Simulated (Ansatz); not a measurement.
**Single-point calculation of MoSe2 (part 3 of 3)**

MoSe2 (6 atoms in the cell); DFT PBEsol+U, non-collinear, scalar-relativistic, plane waves, PAW, Ueff = 1 eV on Mo atom 1 d; Ueff = 1 eV on Mo atom 2 d (Ansatz 0.2.0); cutoff 420 eV, 7×7×2 k-mesh, Gaussian smearing of 0.05 eV, non-collinear spins. The structure derives from an entry of the Crystallography Open Database. It belongs to a series of runs on one base structure; here: canted directions held.

Geometry of the input (Å; fractional positions):
```
3.2880  0.0000  0.0000
-1.6440  2.8475  0.0000
0.0000  0.0000  12.9000
Mo 0.3333  0.6667  0.2500
Mo 0.6667  0.3333  0.7500
Se 0.3333  0.6667  0.6250
Se 0.6667  0.3333  0.1250
Se 0.3333  0.6667  0.8750
Se 0.6667  0.3333  0.3750
```

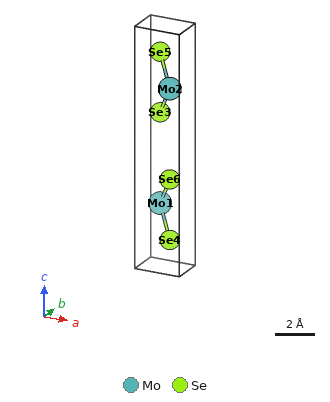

**Figure 1.** The structure (ball-and-stick view of the cell of the calculation, seen slightly off an axis; atoms are numbered from 1 in the order of the input).

## Output, continued
```
  k-point 2: bands = ["-48.7184", "-48.7184", "-48.7184", "-48.7184", "-35.4805", "-35.4805", "-35.4805", "-35.4805", "-35.4803", "-35.4803", "-35.4803", "-35.4803", "-35.4799", "-35.4799", "-35.4798", "-35.4798", "-35.4794", "-35.4794", "-35.4793", "-35.4793", "-35.4405", "-35.4405", "-35.4404", "-35.4404", "-35.4403", "-35.4403", "-35.4402", "-35.4402", "-35.4394", "-35.4394", "-35.4392", "-35.4392", "-35.4390", "-35.4390", "-35.4388", "-35.4388", "-35.4238", "-35.4238", "-35.4236", "-35.4236", "-35.4204", "-35.4204", "-35.4202", "-35.4202", "-22.9152", "-22.9152", "-22.9152", "-22.9152", "-22.8023", "-22.8023", "-22.8023", "-22.8023", "-22.7601", "-22.7601", "-22.7601", "-22.7601", "-2.3582", "-2.3582", "-2.1290", "-2.1290", "-1.3719", "-1.3719", "-1.0252", "-1.0252", "6.0721", "6.0721", "7.0772", "7.0772", "8.6863", "8.6863", "8.8361", "8.8361", "8.8803", "8.8803", "9.6959", "9.6959", "9.7730", "9.7730", "9.8002", "9.8002", "10.1668", "10.1668", "10.2189", "10.2189", "10.6864", "10.6864", "11.3038", "11.3038", "11.7163", "11.7163", "11.9049", "11.9049", "14.2282", "14.2282", "14.3602", "14.3602", "14.6024", "14.6024", "14.6925", "14.6926", "14.7079", "14.7079", "14.9345", "14.9345", "15.2397", "15.2397", "15.3867", "15.3867", "18.8116", "18.8116", "19.2009", "19.2009"]
  k-point 55: bands = ["-48.6970", "-48.6970", "-48.6970", "-48.6970", "-35.4802", "-35.4802", "-35.4802", "-35.4802", "-35.4790", "-35.4790", "-35.4790", "-35.4790", "-35.4763", "-35.4763", "-35.4763", "-35.4763", "-35.4762", "-35.4762", "-35.4762", "-35.4762", "-35.4416", "-35.4416", "-35.4416", "-35.4416", "-35.4411", "-35.4411", "-35.4411", "-35.4411", "-35.4398", "-35.4398", "-35.4398", "-35.4398", "-35.4395", "-35.4395", "-35.4395", "-35.4395", "-35.4219", "-35.4219", "-35.4219", "-35.4219", "-35.4183", "-35.4183", "-35.4183", "-35.4183", "-23.0137", "-23.0137", "-23.0137", "-23.0137", "-22.8589", "-22.8589", "-22.8589", "-22.8589", "-22.8453", "-22.8453", "-22.8453", "-22.8453", "-0.6086", "-0.6086", "-0.6086", "-0.6086", "-0.3822", "-0.3822", "-0.3822", "-0.3822", "6.3082", "6.3082", "6.3082", "6.3082", "6.8848", "6.8848", "6.8848", "6.8848", "7.9397", "7.9397", "7.9397", "7.9397", "8.8800", "8.8800", "8.8800", "8.8800", "9.8037", "9.8037", "9.8037", "9.8037", "10.1180", "10.1180", "10.1180", "10.1180", "11.5405", "11.5405", "11.5405", "11.5405", "13.7828", "13.7828", "13.7828", "13.7828", "14.4566", "14.4566", "14.4566", "14.4566", "15.3247", "15.3247", "15.3247", "15.3247", "16.0399", "16.0399", "16.0399", "16.0399", "18.0817", "18.0817", "18.0817", "18.0817"]
Occupation matrices written to [file]
--- Löwdin populations: 6 sites ---
  site symbol       q [e]
     0     Mo     13.8031
     1     Mo     13.8031
     2     Se     16.0119
     3     Se     16.0119
     4     Se     16.0119
     5     Se     16.0119
  spilling = 0.003764 (of n_electrons = 92.000000)
--- Occupation matrices: 2 shells (run DFT+U table (all-electron-ortho-atomic); ε = 7.20e-4) ---
  Mo0 d_4D: site group D3h (-6m2)
  Mo0 d_4D spinor Tr n = 5.3263  λ = 0.497 0.497 0.497 0.497 0.541 0.541 0.541 0.541 0.587 0.587  [4× xz 0.50 E''(1.00) | 4× x2-y2 0.50 E'(1.00) | 2× z2 1.00 A1'(1.00)]
  specified occupation → Mo0 d_4D spinor: matrix, ‖Δ‖_F = 1.5417, Tr Δ = -3.2263, displaced = 2.4251, d_λ = 1.5136; orbital distance = 1.4142
  Mo1 d_4D: site group D3h (-6m2)
  Mo1 d_4D spinor Tr n = 5.3263  λ = 0.497 0.497 0.497 0.497 0.541 0.541 0.541 0.541 0.587 0.587  [4× xz 0.50 E''(1.00) | 4× x2-y2 0.50 E'(1.00) | 2× z2 1.00 A1'(1.00)]
  specified occupation → Mo1 d_4D spinor: matrix, ‖Δ‖_F = 1.5417, Tr Δ = -3.2263, displaced = 2.4251, d_λ = 1.5136; orbital distance = 1.4142
  Tr n, λ and their labels are of the run-group-symmetrised matrices; stabiliser: 48 of 48 elements of G0×{1,Θ} up to a turn of all spins (closed), max defect 1.8e-6 at τ = 1.5e-4
```

## Results in brief

| quantity | value |
| --- | --- |
| outcome | converged |
| space group (tolerance 0.01 Å) | P6₃/mmc (194) |
| electrons treated | 92 |
| free energy | −31493.5241 eV |
| Fermi energy | 12.924 eV |
| gap on the k-point mesh | 1.02 eV |
| net moment of the cell | 0.00 μB |
| integrated absolute moment | 0.00 μB |
| pressure | 3.12 GPa |
| largest force (length of the vector) | 0.787 eV/Å |
| hardware | 4 threads of Intel Xeon @ 2.60GHz (Ice Lake), 24 GiB of memory available, shared host |
| wall time | 87 s (CPU time 5.7 min) |
| peak memory | 1.8 GiB |

Notes on the run: some starting moments were not kept; the typed occupations were not kept; the SCF threshold is looser than advised for the printed stress.
